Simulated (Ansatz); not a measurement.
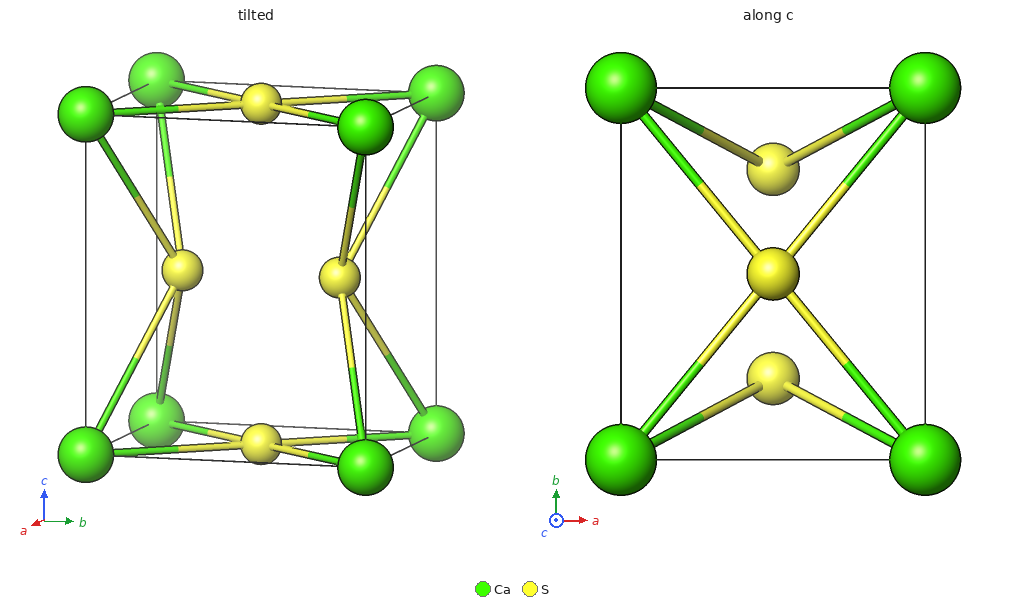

We look at a ball-and-stick model of the crystal slightly off an axis and along the c axis. Atoms at the boundary of the conventional unit cell (the box) are drawn once for each face, edge or corner they touch. Cell: a = 3.72 Å, b = 4.54 Å, c = 5.34 Å, α = 90.00°, β = 90.00°, γ = 90.00°.

The initial geometry was a structure type filled with these elements by a generator (whether the compound takes this form wasn't checked). Earlier steps of the study may have refined or changed the cell and positions. Ansatz was used for an electronic-structure calculation on it.

**What is this?**

The material is CaS3. The atoms follow space group Pmmm (No. 47); the Bravais lattice is primitive orthorhombic. The cell has 4 atoms, namely 1 Ca, 3 S. Ca is coordinated by twelve S at about 2.9 to 3.4 Å. S takes two kinds of site: 2p with four Ca and one S (about 3.4 Å to Ca, 2.0 Å to S); 1f with four Ca in a distorted square planar arrangement at about 2.9 Å. With all bonds counted the structure is a three-dimensional framework. Leaving out the bonds to Ca, what remains is separate S2 groups.

Level of theory: DFT PBE, scalar-relativistic, plane waves, PAW in Ansatz. Settings were plane-wave cutoff 420 eV, a 12×10×10 mesh of k-points, Gaussian smearing of 0.1 eV, no spin polarisation.

**What is the band gap, if any?**

A metal: bands cross the Fermi level.

**List the Bader charges.**

Ca +1.53 e; S -0.97 to -0.28 e.

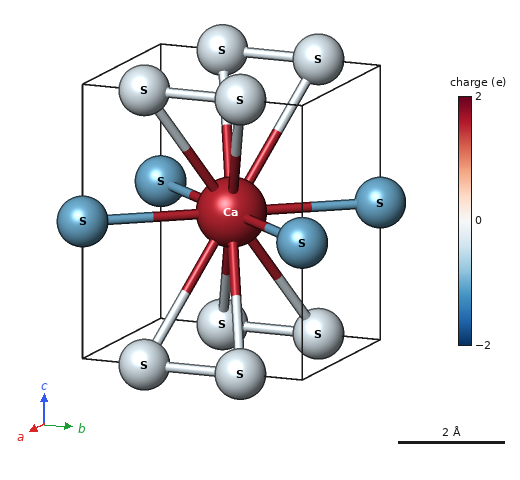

The atoms coloured by those charges. The run's cell of 4 atoms is drawn, so axes and origin can differ from the first picture.

**Is the structure relaxed at this level of theory?**

Yes. All forces vanish to within 0.01 eV/Å. The pressure is 0.0 GPa, close to zero.
